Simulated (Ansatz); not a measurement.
## Single-point calculation, with input and output: TaN (part 1 of 3)

TaN (P6/mmm, 6 atoms in the cell), computed with DFT PBE, scalar-relativistic, plane waves, PAW, spin-polarised (Ansatz 0.2.0).

The structure derives from an entry of the Crystallography Open Database. It belongs to a series of runs on one base structure; here: random orbitals: harmonics, high filling. Figures and captions count atoms from 1; the log counts them from 0 in places.

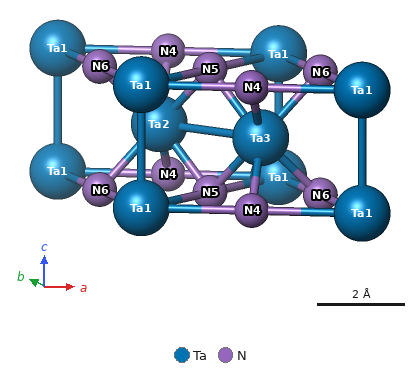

The structure (ball-and-stick view of the cell of the calculation, seen slightly off an axis; atoms are numbered from 1 in the order of the input).

**The input**
```yaml
crystal:
  lattice:
    - [5.1850002, 0.0, 0.0]
    - [-2.5925001, 4.49034189, 0.0]
    - [0.0, 0.0, 2.90800053]
  atoms:
    - { symbol: Ta, position: [0.0, 0.0, 0.0], spin: 2.0 }
    - { symbol: Ta, position: [0.3333333333, 0.6666666667, 0.5], spin: 2.0 }
    - { symbol: Ta, position: [0.6666666667, 0.3333333333, 0.5], spin: 2.0 }
    - { symbol: "N", position: [0.5, 0.0, 0.0] }
    - { symbol: "N", position: [0.5, 0.5, 0.0] }
    - { symbol: "N", position: [0.0, 0.5, 0.0] }
basis:
  ecutwfc: 420
  ecutrho_ratio: 4
kpoints:
  mp_grid: { grid: [4, 4, 7] }
hamiltonian:
  xc: pbe
  hubbard:
    sites:
      - { site: 0, l: d, u_eff: 0.0, starting_ns: [{ spin: up, occupation_matrix: s0up }, { spin: down, occupation_matrix: s0down }] }
      - { site: 1, l: d, u_eff: 0.0, starting_ns: [{ spin: up, occupation_matrix: s1up }, { spin: down, occupation_matrix: s1down }] }
      - { site: 2, l: d, u_eff: 0.0, starting_ns: [{ spin: up, occupation_matrix: s2up }, { spin: down, occupation_matrix: s2down }] }
    occupation_matrices:
      s0up:
        matrix:
          - [0.02, 0.0, 0.0, 0.0, 0.0]
          - [0.0, 0.97, 0.0, 0.0, 0.0]
          - [0.0, 0.0, 0.02, 0.0, 0.0]
          - [0.0, 0.0, 0.0, 0.02, 0.0]
          - [0.0, 0.0, 0.0, 0.0, 0.97]
      s0down:
        matrix:
          - [0.02, 0.0, 0.0, 0.0, 0.0]
          - [0.0, 0.02, 0.0, 0.0, 0.0]
          - [0.0, 0.0, 0.02, 0.0, 0.0]
          - [0.0, 0.0, 0.0, 0.02, 0.0]
          - [0.0, 0.0, 0.0, 0.0, 0.02]
      s1up:
        matrix:
          - [0.02, 0.0, 0.0, 0.0, 0.0]
          - [0.0, 0.97, 0.0, 0.0, 0.0]
          - [0.0, 0.0, 0.02, 0.0, 0.0]
          - [0.0, 0.0, 0.0, 0.97, 0.0]
          - [0.0, 0.0, 0.0, 0.0, 0.02]
      s1down:
        matrix:
          - [0.02, 0.0, 0.0, 0.0, 0.0]
          - [0.0, 0.02, 0.0, 0.0, 0.0]
          - [0.0, 0.0, 0.02, 0.0, 0.0]
          - [0.0, 0.0, 0.0, 0.02, 0.0]
          - [0.0, 0.0, 0.0, 0.0, 0.02]
      s2up:
        matrix:
          - [0.97, 0.0, 0.0, 0.0, 0.0]
          - [0.0, 0.02, 0.0, 0.0, 0.0]
          - [0.0, 0.0, 0.02, 0.0, 0.0]
          - [0.0, 0.0, 0.0, 0.02, 0.0]
          - [0.0, 0.0, 0.0, 0.0, 0.97]
      s2down:
        matrix:
          - [0.02, 0.0, 0.0, 0.0, 0.0]
          - [0.0, 0.02, 0.0, 0.0, 0.0]
          - [0.0, 0.0, 0.02, 0.0, 0.0]
          - [0.0, 0.0, 0.0, 0.02, 0.0]
          - [0.0, 0.0, 0.0, 0.0, 0.02]
    ns_hold: { iters: 12 }
scf:
  occupations: { method: gaussian, width: 0.05 }
  lower_state_search: "off"
  max_iter: 150
output:
  forces: true
  stress: true
  eigenvalues: true
  populations: true
  hubbard: { sites: [{ site: 0, l: d }, { site: 1, l: d }, { site: 2, l: d }] }
  write_density: true
  write_potential: true
  elf: true
  volumetric_format: npy
magnetization:
  spin_polarized: true
```

Command:
```bash
ansatz run input.yaml --threads 4 --pin off --max-ram 6144MiB --backend cpu --events-out ev --progress --plain --runs-dir out
```

**The program's output**
```
Warning: crystal.symmetry: narrowed to the stabiliser of the occupation matrices — unitary ops 24 → 4; lowered by the specified shells (site 0, l: d), (site 1, l: d), (site 2, l: d); largest admitted image defect 4.4e-16, smallest excluded 7.1e-1 — at a splitting's scale: the group the occupation matrices' own texture admits
Ta: projections on atomic orbitals take those of the free atom [Kr 4d10 4f14] 5s2 5p6 5d3 6s2, of charge +0.00 (hamiltonian.pseudopotentials.projection_atoms); the dataset's partial waves leave at most 6.0e-5 of an orbital's norm unspanned inside its sphere
N: projections on atomic orbitals take those of the free atom [He] 2s2 2p3, of charge +0.00 (hamiltonian.pseudopotentials.projection_atoms); the dataset's partial waves leave at most 9.3e-9 of an orbital's norm unspanned inside its sphere
Engine: ansatz 0.2.0, x86_64-unknown-linux-gnu
Pseudopotentials: kind: paw
Pseudopotential: Ta, paw, valence charge 13, recommended cutoff 420 eV (normal), Ta.paw.azcp
Pseudopotential: N, paw, valence charge 5, recommended cutoff 420 eV (normal), N.paw.azcp
Functional definition: PBE
  parameter kappa = 0.804
  parameter beta = 0.06672455060314922
  exchange = pbe_x(kappa = kappa, mu = beta*pi^2/3)
  correlation = pbe_c(beta = beta)
Crystal: 6 atoms, lattice volume = 67.705 Å³
Basis set: ecut = 420 eV, 1287 PW (Γ), exchange–correlation on 72×72×40 points (8 copies of the dense FFT grid, shifted against one another)
Bands: 36, of which v1, the nominal top of the filled ones, is band 27 counted from 1 (26 counted from 0)
Symmetry: 4 space group operations
k-points: 28 of 112 (time reversal used)
Non-local potential: Ta, projectors of the file, l = 0: 3, l = 1: 2, l = 2: 2, l = 3: 1
Non-local potential: N, projectors of the file, l = 0: 2, l = 1: 2, l = 2: 1
PAW form: soft (Blöchl's): semilocal exchange-correlation on the pseudo side does not see the compensation charge
PAW one-centre angular grid: Ta, 590 points (default); XC on 64 Gauss nodes
PAW one-centre angular grid: N, 110 points (default); XC on 64 Gauss nodes
Initial density: superposition of atomic densities (chi_scale 0.1, normalization cell, long waves kept (reshape's long-wave potential 0.02 eV rms))
Starting moments: Σ|m| = 6 μB on 3 of 6 sites
Initial wavefunctions: pseudopotential atomic-orbital guess
Functional: x = pbe(κ = 0.804, μ = 0.2195149727645171), c = pbe(β = 0.06672455060314922)
```
